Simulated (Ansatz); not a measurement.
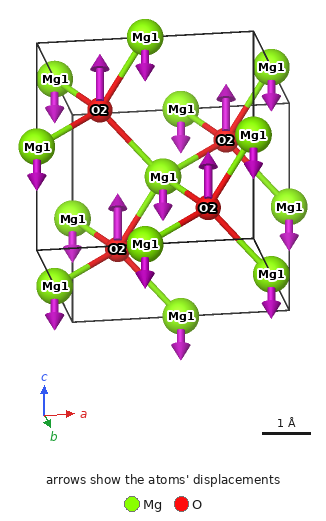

The lowest optical mode of crystalline MgO (a generated structure), space group F-43m (No. 216), at the zone centre. The purple arrows give the relative displacements of the atoms. A ball-and-stick model of the conventional cell (4 times the calculation's cell), seen from a free direction. Lengths and directions refer to the drawn axes.

Theory: DFT PBE, scalar-relativistic, plane waves, PAW in Ansatz 0.2.0. (plane-wave cutoff 420 eV; k-point mesh 8 × 8 × 8; occupations fixed; no spin polarisation)

Frequencies are those without the non-analytic (LO–TO) term.

Is the structure stable against all modes at this point?

Answer. Yes: this softest mode has a real frequency, and so have all others here. That speaks for this wave vector alone: the rest of the zone wasn't checked in this run. This is the T₂ mode (triply degenerate; one member of the set is drawn) at 480 cm⁻¹, the only optical level, infrared- and Raman-active by symmetry. The O sublattice moves against the Mg sublattice, along c; the kinetic energy is shared as O 60 %, Mg 40 %. Its infrared intensity is 24 (D/Å)²/amu for the set. The value is the transverse one; the longitudinal partner lies at 676 cm⁻¹.
